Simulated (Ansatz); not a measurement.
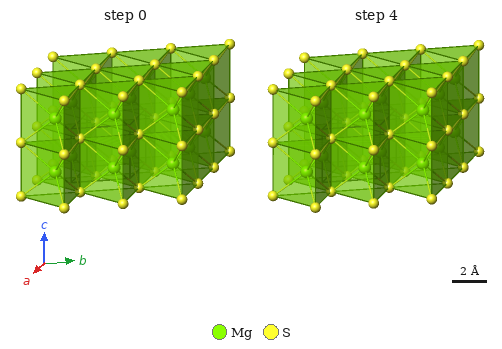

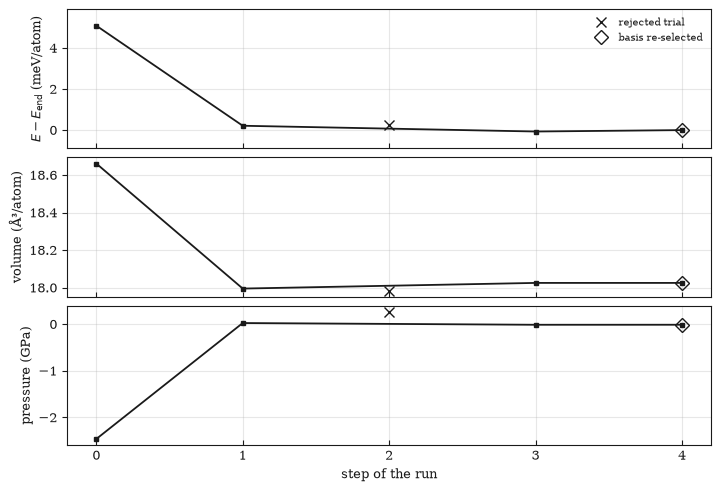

First and last geometry of a relaxation of crystalline MgS (a generated structure, set up in P-6m2), with the history of the run. Style: polyhedral. Shown: the cell of the calculation, repeated 2 × 2 × 2 with one cell outlined, slightly off an axis.

The run lets cell and atoms move.

Computed with Kohn-Sham DFT of a periodic cell, PBEsol0, Ansatz PAW in Ansatz.

Input file:
```yaml
crystal:
  lattice:
    - [3.61091, 0.0, 0.0]
    - [-1.80545, 3.12714, 0.0]
    - [0.0, 0.0, 3.30526]
  atoms:
    - { symbol: Mg, position: [0.0, 0.0, 0.5] }
    - { symbol: S, position: [0.66667, 0.33333, 0.0] }
hamiltonian:
  xc: { exchange: pbesol, correlation: pbesol, exx: { coeff: 0.25 } }
  pseudopotentials: { kind: paw }
kpoints:
  mp_grid: { grid: [5, 5, 4] }
scf:
  occupations: { method: fermi_dirac, width: 0.05 }
output:
  forces: true
  stress: true
  eigenvalues: true
relax:
  f_tol: 0.01
  max_steps: 40
  cell: { stress_tol: 0.05 }
```

Did the run converge, and what did it change?

Answer. It converged. The atoms keep their places relative to the cell (all moves are under 0.005 Å). The volume changes by −3.4 %, with a = b 3.611 → 3.564 Å (−1.3 %), c 3.305 → 3.278 Å (−0.8 %). Among the contacts that change: Mg–S 2.660 → 2.630 Å. The space group stays P-6m2 (No. 187). After 2 accepted moves (4 points after the start) the energy has fallen by 5.1 meV per atom. All forces vanish by symmetry, so only the cell relaxes. Pressure: −2.46 GPa at the start and −0.01 GPa at the end. The line search rejected the trial step at point 2 of the run. At 1 point the geometry stayed and the basis and grid were re-selected for the new cell (energy shift of 0.1 meV per atom at most each time). Cost: 46 s on 1 × NVIDIA H100 80GB HBM3 with 2 threads of AMD EPYC 7R13 Processor (Zen 3), with other jobs on the host, peak memory 1.6 GiB.
